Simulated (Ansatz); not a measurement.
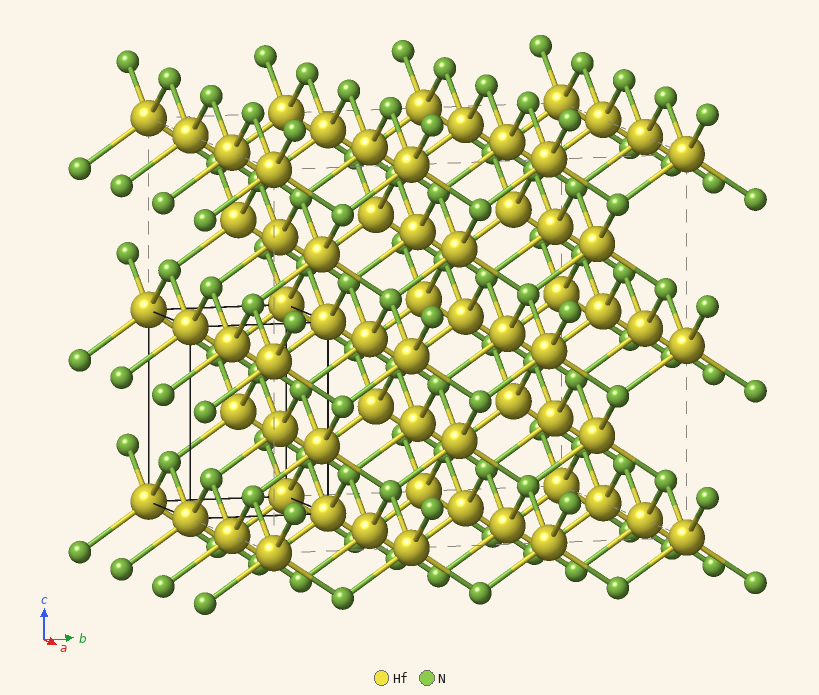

The crystal in a ball-and-stick representation, seen from a general direction. The conventional unit cell (solid box) is repeated to 3×3×2 cells. Some atoms of the next cells are drawn as well. Cell: a = 3.472 Å, b = 3.472 Å, c = 4.664 Å, α = 90.00°, β = 90.00°, γ = 90.00°.

Caption:

- Formula: HfN.
- The lattice is body-centred tetragonal and the space group I-4m2 (No. 119).
- The cell has 4 atoms, namely 2 Hf, 2 N.
- The neighbours of Hf are four N in a tetrahedral arrangement at about 2.1 Å. The neighbours of N are four Hf in a tetrahedral arrangement at about 2.1 Å. Not all metal-metal contacts are counted.
- The bonds build a three-dimensional framework.

The model was built from a structure listed in the Materials Project. The cell was then strained or its atoms displaced on purpose. It was run through Ansatz as a DFT input.

At this level of theory the run's own cell isn't at rest (compressed, at 5 GPa), so its distances can differ from those at equilibrium, the more so the softer the solid.
